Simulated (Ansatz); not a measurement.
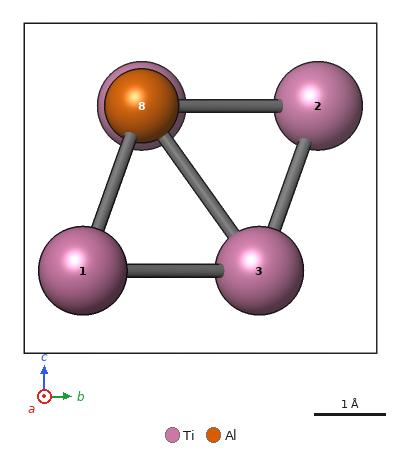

Solid Ti$_{3}$Al (set up in P6_3/mmc), before the relaxation. Style: ball-and-stick. Shown: the cell of the calculation, along the a axis.

Case: the database's cell, atoms relaxed.

These are results of DFT PBEsol, scalar-relativistic, plane waves, PAW (Ansatz), not measurements.

Input file:
```yaml
crystal:
  lattice:
    - [5.764, 0.0, 0.0]
    - [-2.882, 4.9917704274, 0.0]
    - [0.0, 0.0, 4.664]
  atoms:
    - { symbol: Ti, position: [0.8333, 0.1667, 0.25] }
    - { symbol: Ti, position: [0.6666, 0.8333, 0.75] }
    - { symbol: Ti, position: [0.8333, 0.6666, 0.25] }
    - { symbol: Ti, position: [0.1667, 0.8333, 0.75] }
    - { symbol: Ti, position: [0.3334, 0.1667, 0.25] }
    - { symbol: Ti, position: [0.1667, 0.3334, 0.75] }
    - { symbol: Al, position: [0.3333333333, 0.6666666667, 0.25] }
    - { symbol: Al, position: [0.6666666667, 0.3333333333, 0.75] }
basis:
  ecutwfc: 420
kpoints:
  mp_grid: { grid: [6, 6, 8] }
hamiltonian:
  xc: pbesol
scf:
  occupations: { method: gaussian, width: 0.1 }
output:
  forces: true
  stress: true
  eigenvalues: true
relax:
  adjacent_minimum: "off"
  f_tol: 0.01
  max_steps: 40
```

Launched with:
```bash
ansatz run input.yaml --threads 2 --pin off --max-ram 5120MiB --backend cpu --events-out ev --progress --plain --runs-dir out
```

Question: What does the optimiser find from here?

Answer: After 2 accepted moves (3 points after the start) the energy has fallen by 3.5 meV per atom. Largest force component: 0.31 eV/Å at the start, 0.0044 eV/Å at the end. 1 step only repeated the SCF at the same geometry. The largest moves, 0.030 Å, are those of Ti1, Ti2, Ti3, Ti4, Ti5 and Ti6. Ti6 goes along [1 2 0]. Al stays in place. The cell doesn't change. Near-neighbour distances that change, for instance: Ti1–Ti3 2.883 → 2.934 Å, Ti1–Ti3 (another image) 2.881 → 2.830 Å, Ti1–Ti2 2.865 → 2.882 Å, Ti1–Al8 2.865 → 2.847 Å. The space group stays P6_3/mmc (No. 194).

History of the run:

```tsv
step	E − E(0), meV/atom	largest force component, eV/Å	note
0	0.00	0.3136	
1	-1.96	0.2124	
2	-3.49	0.0043	
3	-3.49	0.0044	same geometry, SCF repeated
```
